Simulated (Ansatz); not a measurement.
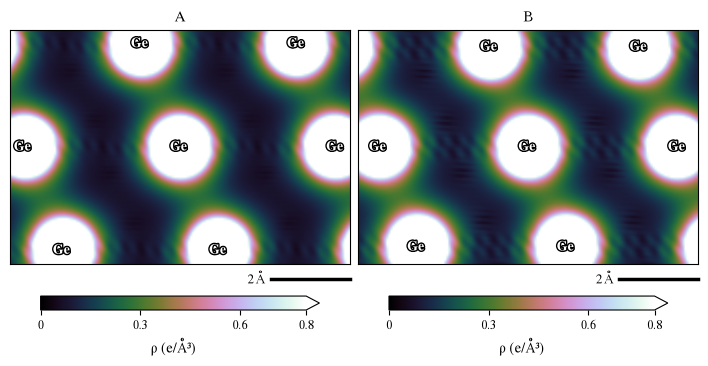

Ge. The valence pseudo-density of two cells that differ in size and shape, on the (11̄0) plane of each (indices in the axes of the calculation cell), at one length scale and on one colour scale: A has 19.1 Å³ an atom and B 16.9.

Space group I4₁/amd; a structure from a database of computed crystals, not necessarily the ambient phase.

These are results of DFT r2SCAN, scalar-relativistic, plane waves, PAW (Ansatz 0.2.0), not measurements.

The larger cell:

```
CELL_PARAMETERS angstrom
-2.61311 2.61311 1.39741
2.61311 -2.61311 1.39741
2.61311 2.61311 -1.39741
ATOMIC_POSITIONS crystal
Ge 0.25000 0.75000 0.50000
Ge 0.50000 0.50000 0.00000
```

The smaller cell: a = 3.783 Å, b = 3.783 Å, c = 3.783 Å, α = 97.38°, β = 97.38°, γ = 138.01°.

What changes from the larger cell to the smaller?

From the larger cell to the smaller, Ge–Ge goes from 2.79 to 2.71 Å, and the density at its midpoint from 0.26 to 0.31 e/Å³; the pressure goes from −1.6 to 10 GPa.
